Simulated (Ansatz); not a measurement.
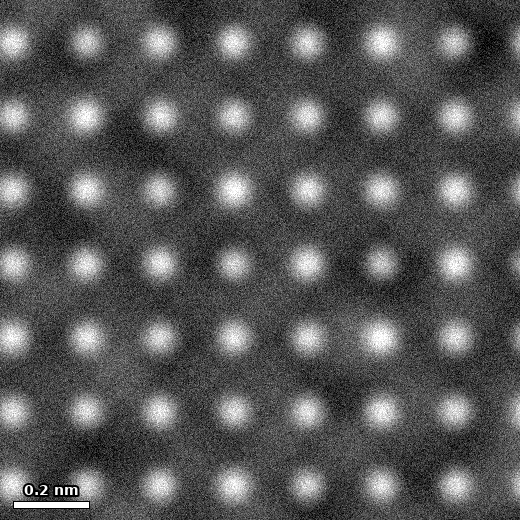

Phase-contrast TEM-like image of Co (Im-3m, No. 229) along [001]. Simulated in the weak-phase-object approximation with neutral-atom potentials: 300 kV, Cs = −20 µm, defocus +75 Å (negative is underfocus), defocus spread 15 Å, aperture 1.36 1/Å. Shot noise and the speckle of an amorphous layer were added. Structure: the geometry given to an electronic-structure calculation, possibly off equilibrium; the starting structure was generated, so it need not be a known form of this composition.

**Do the atom columns appear dark or bright, and why?**

Bright. With negative Cs and overfocus sin χ is positive over the pass band, so the strongest columns (Co) come out brighter than the background.

**What point resolution do these settings give, and which lattice spacings pass?**

About 0.7 Å (0.66 |Cs|^(1/4) λ^(3/4) with λ = 0.0197 Å). The spacings that carry visible contrast are {110} at 1.99 Å, {200} at 1.40 Å, {220} at 0.99 Å, {310} at 0.89 Å.
